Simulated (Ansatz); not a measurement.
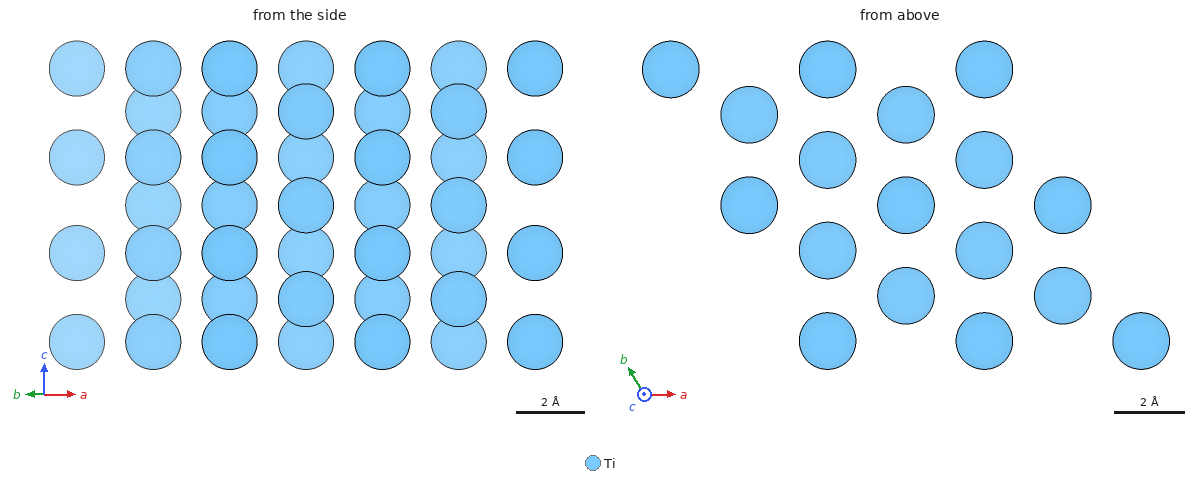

A spheres-only picture of a periodic slab, seen from the side and from above. The surface normal points up in side views; the vacuum is left out. 2×2 cells are drawn in the plane, with atoms at the edges repeated.

The cell holds 10 Ti. The slab was cut from bulk Ti (P6/mmm).

> What height do the atoms span?

About 8 Å from the lowest to the highest atom.

> How are the atomic planes stacked?

Seven planes: Ti / Ti / Ti / Ti / Ti / Ti / Ti.

> Which (hkl) is this?

(0 0 1).

Computed with Ansatz, DFT PBEsol, scalar-relativistic, plane waves, PAW. Settings: wavefunction cutoff 420 eV, the zone sampled with 9×9×1 points, Gaussian smearing of 0.1 eV, no spin polarisation.

> Work functions?

3.40 eV on both faces.

The cell started as a structure listed in the Materials Project, from which a slab was cut. The atoms were relaxed in a fixed cell with DFT PBEsol, scalar-relativistic, plane waves, PAW (Ansatz 0.2.0).
